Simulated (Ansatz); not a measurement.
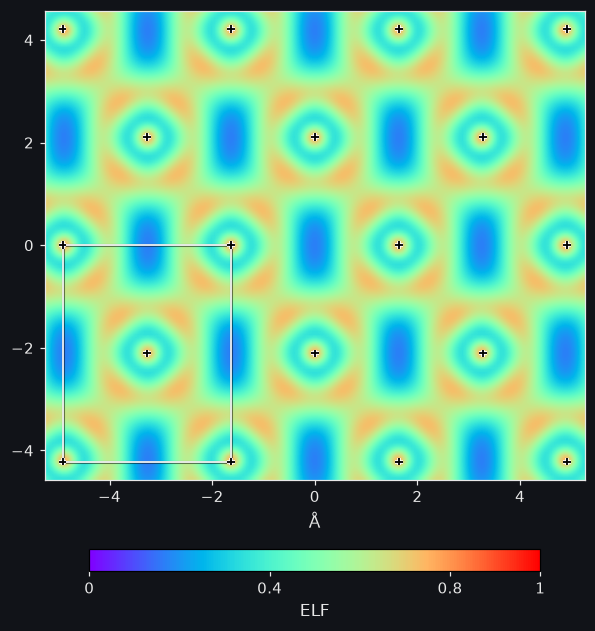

The electron localisation function on a plane through atoms (crosses mark nuclei in the plane).

Method: Kohn-Sham DFT of a periodic cell, HSE06, Ansatz PAW (Ansatz 0.2.0).

Candidates:
A. Ge, a = 2.79 Å, b = 5.20 Å, c = 2.70 Å, α = 90.00°, β = 90.00°, γ = 90.00°. Space group Cmmm; a structure from a database of computed crystals, not necessarily the ambient phase; computed pressure about −3 GPa in this cell.
B. Si, a = 3.28 Å, b = 3.28 Å, c = 2.66 Å, α = 90.00°, β = 90.00°, γ = 90.00°. Space group I4/mmm; a structure from a database of computed crystals, not necessarily the ambient phase.
C. Al, a = 3.20 Å, b = 3.20 Å, c = 3.20 Å, α = 90.00°, β = 90.00°, γ = 90.00°. Space group Im-3m; a structure from a database of computed crystals, not necessarily the ambient phase.

Question: Which system is this?

Answer: Candidate B: Si on the (101) plane of the conventional cell, which holds Si. Si–Si (2.67 Å): the ELF peaks at about 0.75 between the atoms.
